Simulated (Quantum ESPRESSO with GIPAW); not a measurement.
# Strain and the 13C shielding in SiC (Moissanite 3C)

GIPAW runs (PBEsol, plane-wave PAW from pslibrary 1.0.0 recipes, cutoffs 55 and 330 Ry, one 14×14×14 mesh for all shielding runs; Quantum ESPRESSO with GIPAW, a patched development version; no spin-orbit coupling, no macroscopic shape term) on SiC (Moissanite 3C), space group F-43m before straining. The cell below is strained equally along all axes, and the atoms keep their fractional coordinates.

```
CELL_PARAMETERS angstrom
0.00000 2.17900 2.17900
2.17900 0.00000 2.17900
2.17900 2.17900 0.00000
ATOMIC_POSITIONS crystal
Si 0.00000 0.00000 0.00000
C 0.25000 0.25000 0.25000
```

The cell is an entry of the Crystallography Open Database.

The bonds are those of C (atom 2; CSi4). One row is withheld.

```csv
strain (%),mean bond (Å),σ_iso Si (ppm),σ_iso C (ppm)
-2,1.8493,361.60,147.89
-1.5,1.8588,359.67,145.77
-1,1.8682,?,?
0,1.8871,353.59,138.94
+0.5,1.8965,351.45,136.51
+1,1.9059,349.26,134.00
+2,1.9248,344.72,128.72
```

**Task.** Fit σ_iso of C against strain, judge whether a straight line is enough, and predict the withheld row at -1 %.

1. With n = 6: Σx = 0.000, Σy = 831.83, Σx² = 11.5000, Σxy = -54.740.

2. Slope b = (nΣxy − ΣxΣy)/(nΣx² − (Σx)²) = -4.76 ppm per %, intercept a = (Σy − bΣx)/n = 138.64 ppm.

3. Residuals (run less line), in the order of the table: -0.27, -0.01, +0.30, +0.25, +0.12, -0.40 ppm. They bend in one sense; the largest is 2.1 % of the range of σ, so a quadratic term is needed: σ = 138.94 − 4.791 x − 0.160 x², with residuals of 0.01 ppm or less.

4. At -1 % (inside the fitted range) the line gives 143.40 ppm and the parabola 143.58 ppm.

5. The run gives:

```csv
strain (%),mean bond (Å),σ_iso Si (ppm),σ_iso C (ppm)
-1,1.8682,357.70,143.57
```

Prediction less run: the line misses by -0.17 ppm, the parabola by +0.01 ppm. By the parabola, a strain of +1 % changes σ of C by -4.95 ppm and one of −1 % by +4.63 ppm; the mean slope is -4.76 ppm per %, or 2.5 ppm for 0.01 Å of mean bond length. The shift moves the opposite way, scaled by the slope of a reference line. Over the table σ of Si goes from 361.60 to 344.72 ppm. Zero strain is the database's lattice, not this functional's rest cell, and neither cutoff nor mesh was tested for the slopes. The omitted shape term, common to all sites, changes with strain too. This build of gipaw.x prints that it is not audited and that its numbers are no references by themselves.

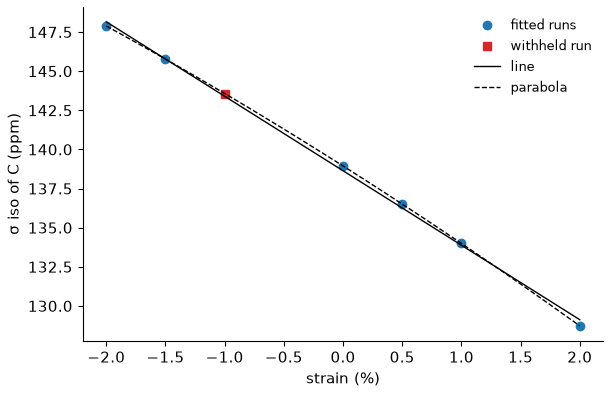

σ_iso of C against strain.

[Banner, clock, file and message-heading lines were taken out of the pw.x and gipaw.x logs.]

[Logs are printed without paths, hosts, clocks, repeated set-up lines and the standing remarks that a program may print on its own settings, such as how far it seeks lower states.]

[Hosts, paths, dates, database ids (printed as entryN), source tags and the programs' standing remarks are cut or masked in the printed files.]
